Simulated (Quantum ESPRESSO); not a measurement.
**Band-structure run of P (part 2 of 2)**

Continued. System: P (Cmce, 4 atoms in the cell). Method: Kohn-Sham DFT of a periodic cell, PBEsol, GBRV 1.5 PBEsol, no spin polarisation (Quantum ESPRESSO 7.5); cutoff 612.26 eV, 8×8×6 k-mesh, fermi-dirac of 0.05 eV. The structure derives from a Materials Project entry.

The program's output, continued:
```
    -5.7888  -5.7888  -3.8293  -3.8293   0.9873   0.9873   1.4907   1.4907
     4.8812   4.8812   8.4588   8.4588  10.1181  10.1181  11.3585  11.3585

          k =-0.4817-0.2421 0.0000 (  2809 PWs)   bands (ev):

    -7.3627  -4.8293  -4.8155  -1.7510   0.6486   1.2844   2.7115   3.2582
     4.2289   4.7856   7.0715   8.0190   8.1445   9.0867   9.4815  10.8961

          k =-0.4817-0.2421 0.1553 (  2809 PWs)   bands (ev):

    -7.2388  -5.2707  -4.3534  -1.9298   0.2939   1.2383   2.6725   3.0837
     4.2490   4.9950   7.4943   7.9468   8.6815   8.9165  10.4338  10.6900

          k =-0.4817-0.2421 0.3106 (  2810 PWs)   bands (ev):

    -6.8858  -5.7895  -3.7838  -2.4330   0.0248   0.8381   2.2586   3.0552
     4.4510   5.1805   7.7823   8.7434   9.2457   9.6086  10.5491  11.8903

          k =-0.4817-0.2421-0.4659 (  2808 PWs)   bands (ev):

    -6.3659  -6.3659  -3.1116  -3.1116   0.2548   0.2548   2.5532   2.5532
     4.8769   4.8769   8.5978   8.5978   9.6230   9.6230  11.7756  11.7756

          k =-0.3212-0.1937 0.0000 (  2816 PWs)   bands (ev):

    -8.2919  -5.7176  -3.6403  -0.0086   0.6985   0.7467   2.1903   2.9925
     4.4520   5.7002   7.0853   8.2607   9.4221   9.6777  10.7634  11.5133

          k =-0.3212-0.1937 0.1553 (  2818 PWs)   bands (ev):

    -8.1564  -5.9370  -3.4864  -0.5119   0.3721   1.0475   2.5186   3.0787
     4.4832   5.3298   7.5522   8.6171   8.8437  10.0538  11.0704  11.8564

          k =-0.3212-0.1937 0.3106 (  2815 PWs)   bands (ev):

    -7.7653  -6.4971  -3.0304  -1.4021   0.2469   0.9856   2.6609   3.7715
     4.4352   4.7618   8.2984   8.7167   9.4131  10.4492  11.1750  12.1658

          k =-0.3212-0.1937-0.4659 (  2818 PWs)   bands (ev):

    -7.1733  -7.1733  -2.3057  -2.3057   0.5388   0.5388   3.2757   3.2757
     4.6219   4.6219   8.9366   8.9366   9.8529   9.8529  11.7622  11.7622

          k =-0.1606-0.1452 0.0000 (  2825 PWs)   bands (ev):

    -8.8735  -6.2391  -3.1155   0.2293   1.3479   1.7358   1.8518   3.3807
     4.1969   5.9270   7.5191   8.6416   9.0076   9.9580  11.1901  11.5043

          k =-0.1606-0.1452 0.1553 (  2818 PWs)   bands (ev):

    -8.7334  -6.4464  -3.1036  -0.2466   1.3503   1.6271   2.7143   3.1370
     4.7816   5.1379   8.1106   8.7871   9.0932   9.8406  10.4401  11.6351

          k =-0.1606-0.1452 0.3106 (  2826 PWs)   bands (ev):

    -8.3282  -7.0102  -2.8524  -1.2641   1.6271   2.0859   2.6753   3.8674
     4.1368   5.3395   8.8425   9.0889   9.3518   9.7143   9.8620  11.2600

          k =-0.1606-0.1452-0.4659 (  2822 PWs)   bands (ev):

    -7.7123  -7.7123  -2.2115  -2.2115   2.1125   2.1125   2.9066   2.9066
     5.1182   5.1182   8.8327   8.8327   9.8718   9.8718  10.5625  10.5625

          k = 0.0000-0.0968 0.0000 (  2822 PWs)   bands (ev):

    -9.0817  -6.3823  -3.0371  -0.0032   1.7400   1.7639   2.6468   3.9979
     4.1910   5.7098   7.3422   7.6180   8.6100   9.5250  12.1640  12.5633

          k = 0.0000-0.0968 0.1553 (  2820 PWs)   bands (ev):

    -8.9398  -6.5995  -3.0502  -0.3239   1.4531   2.3900   2.7519   4.1083
     4.7719   4.8319   7.6823   8.3358   8.3726   9.3904  11.4536  11.9863

          k = 0.0000-0.0968 0.3106 (  2817 PWs)   bands (ev):

    -8.5291  -7.1834  -2.8274  -1.2593   1.7531   3.0449   3.5302   3.7127
     3.8494   5.6899   7.9156   8.0383   9.3104   9.6717  10.4091  11.5345

          k = 0.0000-0.0968-0.4659 (  2826 PWs)   bands (ev):

    -7.9026  -7.9026  -2.1972  -2.1972   2.5127   2.5127   3.4527   3.4527
     5.0656   5.0656   8.1098   8.1098   9.6402   9.6402  10.9217  10.9217

          k = 0.6423 0.0000 0.0000 (  2803 PWs)   bands (ev):

    -6.2344  -6.1268  -3.5829  -3.2884   1.0761   1.1723   3.3291   3.3988
     3.7954   4.3942   7.1843   7.3497   8.1414   8.3025   9.8152  10.0029

          k = 0.6423 0.0000 0.1553 (  2807 PWs)   bands (ev):

    -6.1466  -6.0484  -3.6276  -3.3920   0.8779   1.0689   2.7135   2.8325
     4.2692   4.9064   7.0573   7.5378   8.8776   9.1240   9.9033  10.0654

          k = 0.6423 0.0000 0.3106 (  2815 PWs)   bands (ev):

    -5.9371  -5.8723  -3.7575  -3.6491   0.6987   1.0496   1.7866   2.1768
     4.5177   5.0831   8.0050   8.6412   8.9219   9.6330  10.9324  11.4380

          k = 0.6423 0.0000-0.4659 (  2820 PWs)   bands (ev):

    -5.7888  -5.7888  -3.8289  -3.8289   0.9432   0.9432   1.5541   1.5541
     4.8216   4.8216   8.6114   8.6114  10.1136  10.1136  11.1296  11.1296

          k = 0.8029 0.0484 0.0000 (  2804 PWs)   bands (ev):

    -7.3278  -4.8989  -4.8491  -1.6771   0.6446   1.4036   2.5751   3.1519
     4.4028   4.7322   7.3416   7.8878   8.0735   9.0198   9.5662  11.1512

          k = 0.8029 0.0484 0.1553 (  2805 PWs)   bands (ev):

    -7.2056  -5.3043  -4.4100  -1.8791   0.2586   1.2761   2.6377   3.0186
     4.5922   4.9120   7.3797   8.1225   8.7325   8.7635  10.5217  10.7793

          k = 0.8029 0.0484 0.3106 (  2811 PWs)   bands (ev):

    -6.8587  -5.7967  -3.8344  -2.4286  -0.0567   0.7511   2.3591   3.1222
     4.8673   5.2361   7.4696   8.9493   9.2661   9.5296  10.3810  11.2625

          k = 0.8029 0.0484-0.4659 (  2806 PWs)   bands (ev):

    -6.3515  -6.3515  -3.1431  -3.1431   0.1472   0.1472   2.6860   2.6860
     5.1573   5.1573   8.3597   8.3597   9.6338   9.6338  11.2644  11.2644

          k =-0.3212-0.2905 0.0000 (  2805 PWs)   bands (ev):

    -8.2449  -5.8290  -3.6433   0.0527   0.6801   0.9742   1.9376   2.8376
     4.8627   5.8079   7.0769   7.9242   9.5910   9.8642  10.9847  11.6033

          k =-0.3212-0.2905 0.1553 (  2806 PWs)   bands (ev):

    -8.1114  -6.0113  -3.5242  -0.5147   0.3020   1.1795   2.5476   2.9462
     4.8272   5.5513   7.5249   8.2807   9.0362  10.1743  10.8583  11.7019

          k =-0.3212-0.2905 0.3106 (  2810 PWs)   bands (ev):

    -7.7275  -6.5123  -3.1227  -1.4904   0.1569   0.9494   2.9978   3.7792
     4.7838   5.1040   8.1958   8.6758   9.1802  10.0234  11.0667  11.4906

          k =-0.3212-0.2905-0.4659 (  2804 PWs)   bands (ev):

    -7.1525  -7.1525  -2.4202  -2.4202   0.4557   0.4557   3.5965   3.5965
     4.9487   4.9487   8.6538   8.6538   9.5942   9.5942  11.4646  11.4646

          k =-0.1606-0.2421 0.0000 (  2821 PWs)   bands (ev):

    -8.8229  -6.3608  -3.0919   0.4565   1.2350   1.6148   1.6985   3.3557
     4.6155   6.3047   7.4105   8.5592   8.9272   9.9987  11.2445  11.7738

          k =-0.1606-0.2421 0.1553 (  2819 PWs)   bands (ev):

    -8.6848  -6.5303  -3.1401  -0.2937   1.2975   1.7996   2.6028   3.1820
     5.0253   5.6074   7.8833   8.6874   9.0448   9.8762  10.5877  11.2199

          k =-0.1606-0.2421 0.3106 (  2820 PWs)   bands (ev):

    -8.2872  -7.0281  -2.9850  -1.4361   1.5801   2.4409   2.7853   3.9119
     4.5667   5.4647   8.6129   9.1350   9.3066   9.4730   9.8937  10.4937

          k =-0.1606-0.2421-0.4659 (  2814 PWs)   bands (ev):

    -7.6896  -7.6896  -2.3933  -2.3933   2.0772   2.0772   3.4648   3.4648
     5.1287   5.1287   8.9194   8.9194   9.5210   9.5210  10.1551  10.1551

          k = 0.0000-0.1937 0.0000 (  2824 PWs)   bands (ev):

    -9.0361  -6.4949  -3.0082   0.1827   1.5328   1.5905   2.6117   4.2483
     4.2893   6.1393   7.4101   7.5273   8.6983   9.4857  11.5920  12.2703

          k = 0.0000-0.1937 0.1553 (  2817 PWs)   bands (ev):

    -8.8961  -6.6764  -3.0889  -0.3401   1.4768   2.3844   2.7190   4.1535
     4.9060   5.3098   7.6359   8.1851   8.4262   9.3807  11.4203  11.5634

          k = 0.0000-0.1937 0.3106 (  2824 PWs)   bands (ev):

    -8.4919  -7.1993  -2.9664  -1.4322   2.1468   3.0197   3.5828   3.8666
     4.1314   5.6996   7.9347   7.9809   9.2310   9.3545  10.5163  10.8516

          k = 0.0000-0.1937-0.4659 (  2826 PWs)   bands (ev):

    -7.8817  -7.8817  -2.3848  -2.3848   3.0222   3.0222   3.4437   3.4437
     5.0053   5.0053   8.1156   8.1156   9.7262   9.7262  10.1806  10.1806

          k = 0.9635 0.0000 0.0000 (  2800 PWs)   bands (ev):

    -8.2244  -5.8754  -3.6446   0.0841   0.6645   1.1125   1.7849   2.7812
     5.0777   5.8465   7.3294   7.4287   9.6213   9.9430  11.0932  11.8978

          k = 0.9635 0.0000 0.1553 (  2803 PWs)   bands (ev):

    -8.0918  -6.0433  -3.5384  -0.5116   0.2670   1.2269   2.6431   2.8127
     5.0323   5.6039   7.6967   7.8828   9.1343  10.1969  11.1368  11.2680

          k = 0.9635 0.0000 0.3106 (  2813 PWs)   bands (ev):

    -7.7112  -6.5194  -3.1590  -1.5264   0.1220   0.9355   3.1635   3.7438
     5.0392   5.1807   8.0367   8.7846   9.0615   9.8795  11.0442  11.1416

          k = 0.9635 0.0000-0.4659 (  2808 PWs)   bands (ev):

    -7.1437  -7.1437  -2.4663  -2.4663   0.4258   0.4258   3.7162   3.7162
     5.1301   5.1301   8.4275   8.4275   9.5853   9.5853  11.2987  11.2987

          k =-0.1606-0.3389 0.0000 (  2807 PWs)   bands (ev):

    -8.7847  -6.4475  -3.0748   0.7086   1.1644   1.3377   1.6593   3.3590
     5.1145   6.5656   7.0504   8.4460   8.8787  10.0225  11.3336  12.0723

          k =-0.1606-0.3389 0.1553 (  2812 PWs)   bands (ev):

    -8.6483  -6.5922  -3.1600  -0.3439   1.2609   2.0322   2.4209   3.2011
     5.3890   5.9087   7.5865   8.5208   9.0165   9.8943  10.7092  11.0279

          k =-0.1606-0.3389 0.3106 (  2818 PWs)   bands (ev):

    -8.2565  -7.0428  -3.0682  -1.5536   1.5503   2.5547   3.1211   3.7455
     4.9792   5.6275   8.3023   9.1256   9.2253   9.3947   9.9306   9.9914

          k =-0.1606-0.3389-0.4659 (  2816 PWs)   bands (ev):

    -7.6731  -7.6731  -2.5119  -2.5119   2.0583   2.0583   3.9207   3.9207
     5.1079   5.1079   8.9271   8.9271   9.0897   9.0897  10.1103  10.1103

          k = 0.0000-0.2905 0.0000 (  2812 PWs)   bands (ev):

    -8.9873  -6.6081  -2.9782   0.4442   1.3062   1.3478   2.5788   4.3036
     4.8040   6.5867   7.1180   7.4544   8.7644   9.4485  11.3830  12.3775

          k = 0.0000-0.2905 0.1553 (  2820 PWs)   bands (ev):

    -8.8493  -6.7568  -3.1171  -0.3999   1.6195   2.2774   2.6881   4.1966
     5.2478   5.7926   7.5622   7.7964   8.4531   9.3743  10.9193  11.6742

          k = 0.0000-0.2905 0.3106 (  2820 PWs)   bands (ev):

    -8.4525  -7.2180  -3.0862  -1.5996   2.6548   2.9959   3.4322   3.8824
     4.7108   5.7623   7.8377   7.9858   8.7303   9.4032  10.0935  10.6264

          k = 0.0000-0.2905-0.4659 (  2824 PWs)   bands (ev):

    -7.8604  -7.8604  -2.5540  -2.5540   3.4347   3.4347   3.6275   3.6275
     4.8792   4.8792   8.0990   8.0990   9.5098   9.5098   9.8163   9.8163

          k =-1.2846 0.0000 0.0000 (  2816 PWs)   bands (ev):

    -8.9661  -6.6554  -2.9655   0.6318   1.1028   1.2760   2.5656   4.3261
     5.1613   6.7822   6.7929   7.4306   8.7848   9.4336  11.7455  12.0169

          k =-1.2846 0.0000 0.1553 (  2806 PWs)   bands (ev):

    -8.8289  -6.7912  -3.1260  -0.4340   1.7386   2.1732   2.6758   4.2140
     5.5308   5.9541   7.4317   7.6266   8.4513   9.3725  10.7359  11.7204

          k =-1.2846 0.0000 0.3106 (  2830 PWs)   bands (ev):

    -8.4355  -7.2267  -3.1312  -1.6671   2.9863   3.0938   3.1411   3.8886
     4.9911   5.8144   7.7245   8.0302   8.4977   9.4247   9.7678  10.6730

          k =-1.2846 0.0000-0.4659 (  2812 PWs)   bands (ev):

    -7.8514  -7.8514  -2.6199  -2.6199   3.4310   3.4310   3.9623   3.9623
     4.7585   4.7585   8.0749   8.0749   9.2456   9.2456   9.8550   9.8550

     the Fermi energy is     6.7866 ev

!    total energy              =     -61.90801567 Ry
     estimated scf accuracy    <          2.7E-10 Ry
     smearing contrib. (-TS)   =      -0.00004719 Ry
     internal energy E=F+TS    =     -61.90796848 Ry

     The total energy is F=E-TS. E is the sum of the following terms:
     one-electron contribution =       3.71359717 Ry
     hartree contribution      =       7.29086129 Ry
     xc contribution           =     -23.43402917 Ry
     ewald contribution        =     -49.47839777 Ry

     convergence has been achieved in   9 iterations

     Forces acting on atoms (cartesian axes, Ry/au):

     atom    1 type  1   force =    -0.00000000    0.00452171   -0.01060478
     atom    2 type  1   force =     0.00000000   -0.00452171    0.01060478
     atom    3 type  1   force =     0.00000000   -0.00452171   -0.01060478
     atom    4 type  1   force =    -0.00000000    0.00452171    0.01060478

     Total force =     0.023057     Total SCF correction =     0.000031

     Computing stress (Cartesian axis) and pressure

          total   stress  (Ry/bohr**3)                   (kbar)     P=       -6.19
  -0.00007327   0.00000000   0.00000000          -10.78        0.00        0.00
  -0.00000000  -0.00002166   0.00000000           -0.00       -3.19        0.00
   0.00000000   0.00000000  -0.00003135            0.00        0.00       -4.61

=------------------------------------------------------------------------------=
   JOB DONE.
=------------------------------------------------------------------------------=
```

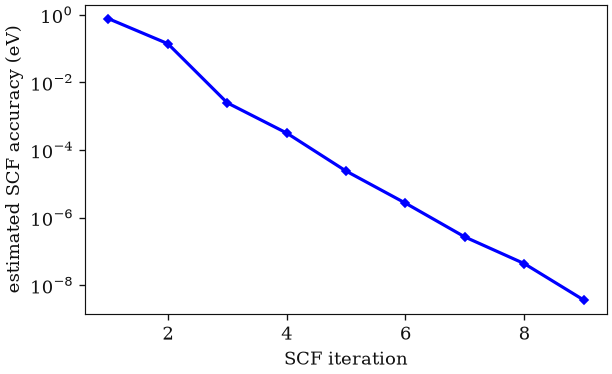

*Convergence of the self-consistent field: estimated SCF accuracy against the iteration.*

The field takes 9 iterations in all.

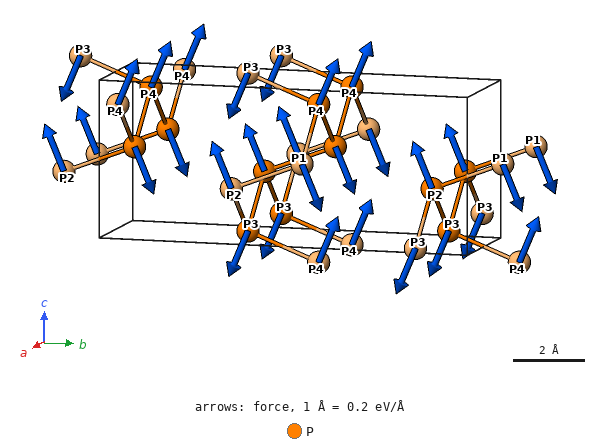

*Forces on the atoms as blue arrows (ball-and-stick view of the cell 2 times as large as that of the calculation, set on its symmetry axes, seen slightly off an axis; neighbours outside the cell are drawn fainter; atoms are numbered from 1 in the order of the input).*

The largest act on all 4 P atoms (0.30 eV/Å). The geometry is not a stationary point of this energy.

The run was set up as follows.

Input file:
```
&CONTROL
  calculation = 'scf'
  prefix = 'pwscf'
  outdir = './tmp'
  pseudo_dir = './pseudo'
  tprnfor = .true.
  tstress = .true.
  disk_io = 'low'
/
&SYSTEM
  ibrav = 0
  celldm(1) = 8
  nat = 4
  ntyp = 1
  ecutwfc = 45
  ecutrho = 360
  nbnd = 16
  occupations = 'smearing'
  smearing = 'fd'
  degauss = 0.00367493
/
&ELECTRONS
  conv_thr = 8d-10
  electron_maxstep = 120
  mixing_beta = 0.5
/
ATOMIC_SPECIES
P     30.9738 p_pbesol_v1.5.uspp.F.UPF
CELL_PARAMETERS alat
  0.3892229035355  -1.2909280701484   0.0000000000000
  0.3892229035355   1.2909280701484   0.0000000000000
  0.0000000000000   0.0000000000000   1.0732783594003
ATOMIC_POSITIONS crystal
P      0.9041431300    0.0958568700    0.5888151700
P      0.0958568700    0.9041431300    0.4111848300
P      0.5958568700    0.4041431300    0.0888151700
P      0.4041431300    0.5958568700    0.9111848300
K_POINTS automatic
8 8 6 0 0 0
```

File bands.in:
```
&CONTROL
  calculation = 'bands'
  prefix = 'pwscf'
  outdir = './tmp'
  pseudo_dir = './pseudo'
  disk_io = 'low'
  verbosity = 'high'
/
&SYSTEM
  ibrav = 0
  celldm(1) = 8
  nat = 4
  ntyp = 1
  ecutwfc = 45
  ecutrho = 360
  nbnd = 16
  occupations = 'smearing'
  smearing = 'fd'
  degauss = 0.00367493
/
&ELECTRONS
  conv_thr = 1d-08
  electron_maxstep = 120
  mixing_beta = 0.5
  diago_full_acc = .true.
  startingwfc = 'random'
/
ATOMIC_SPECIES
P     30.9738 p_pbesol_v1.5.uspp.F.UPF
CELL_PARAMETERS alat
  0.3892229035355  -1.2909280701484   0.0000000000000
  0.3892229035355   1.2909280701484   0.0000000000000
  0.0000000000000   0.0000000000000   1.0732783594003
ATOMIC_POSITIONS crystal
P      0.9041431300    0.0958568700    0.5888151700
P      0.0958568700    0.9041431300    0.4111848300
P      0.5958568700    0.4041431300    0.0888151700
P      0.4041431300    0.5958568700    0.9111848300
K_POINTS crystal
60
 0.0000000000  0.0000000000  0.0000000000 1
 0.0454544179  0.0454544179  0.0000000000 1
 0.0909088358  0.0909088358  0.0000000000 1
 0.1363632536  0.1363632536  0.0000000000 1
 0.1818176715  0.1818176715  0.0000000000 1
 0.2272720894  0.2272720894  0.0000000000 1
 0.2727265073  0.2727265073  0.0000000000 1
 0.0000000000  0.5000000000  0.0000000000 1
 0.0000000000  0.5000000000  0.1250000000 1
 0.0000000000  0.5000000000  0.2500000000 1
 0.0000000000  0.5000000000  0.3750000000 1
 0.0000000000  0.5000000000  0.5000000000 1
 0.2727265073  0.2727265073  0.5000000000 1
 0.2337655777  0.2337655777  0.5000000000 1
 0.1948046481  0.1948046481  0.5000000000 1
 0.1558437184  0.1558437184  0.5000000000 1
 0.1168827888  0.1168827888  0.5000000000 1
 0.0779218592  0.0779218592  0.5000000000 1
 0.0389609296  0.0389609296  0.5000000000 1
 0.0000000000  0.0000000000  0.5000000000 1
 0.0000000000  0.0000000000  0.4000000000 1
 0.0000000000  0.0000000000  0.3000000000 1
 0.0000000000  0.0000000000  0.2000000000 1
 0.0000000000  0.0000000000  0.1000000000 1
 0.0000000000  0.0000000000  0.0000000000 1
-0.1250000000  0.1250000000  0.0000000000 1
-0.2500000000  0.2500000000  0.0000000000 1
-0.3750000000  0.3750000000  0.0000000000 1
-0.5000000000  0.5000000000  0.0000000000 1
-0.4675323582  0.5324676418  0.0000000000 1
-0.4350647164  0.5649352836  0.0000000000 1
-0.4025970745  0.5974029255  0.0000000000 1
-0.3701294327  0.6298705673  0.0000000000 1
-0.3376617909  0.6623382091  0.0000000000 1
-0.3051941491  0.6948058509  0.0000000000 1
-0.2727265073  0.7272734927  0.0000000000 1
-0.2727265073  0.7272734927  0.1000000000 1
-0.2727265073  0.7272734927  0.2000000000 1
-0.2727265073  0.7272734927  0.3000000000 1
-0.2727265073  0.7272734927  0.4000000000 1
-0.2727265073  0.7272734927  0.5000000000 1
-0.3051941491  0.6948058509  0.5000000000 1
-0.3376617909  0.6623382091  0.5000000000 1
-0.3701294327  0.6298705673  0.5000000000 1
-0.4025970745  0.5974029255  0.5000000000 1
-0.4350647164  0.5649352836  0.5000000000 1
-0.4675323582  0.5324676418  0.5000000000 1
-0.5000000000  0.5000000000  0.5000000000 1
-0.5000000000  0.5000000000  0.4166666667 1
-0.5000000000  0.5000000000  0.3333333333 1
-0.5000000000  0.5000000000  0.2500000000 1
-0.5000000000  0.5000000000  0.1666666667 1
-0.5000000000  0.5000000000  0.0833333333 1
-0.5000000000  0.5000000000  0.0000000000 1
 0.0000000000  0.0000000000  0.5000000000 1
-0.1000000000  0.1000000000  0.5000000000 1
-0.2000000000  0.2000000000  0.5000000000 1
-0.3000000000  0.3000000000  0.5000000000 1
-0.4000000000  0.4000000000  0.5000000000 1
-0.5000000000  0.5000000000  0.5000000000 1
```

Run as:
```bash
OMP_NUM_THREADS=1 mpirun -n 2 pw.x -nk 2 -in pw.in > pw.out
OMP_NUM_THREADS=1 mpirun -n 2 pw.x -nk 2 -in bands.in > bands.out
```

Key numbers:

```tsv
quantity	value
outcome	converged
space group (tolerance 0.01 Å)	Cmce (64)
electrons treated	20
free energy	−842.3015 eV
Fermi energy	6.787 eV
gap on the k-point mesh	0.01 eV
gap on the band path	0.01 eV
pressure	−0.62 GPa
largest force (length of the vector)	0.296 eV/Å
hardware	2 threads of Intel Xeon (Granite Rapids), 32 GiB of memory available, shared host
wall time	69 s (CPU time 2.3 min)
peak memory	0.4 GiB
```

Further notes kept with the run: eigenvalues not converged.
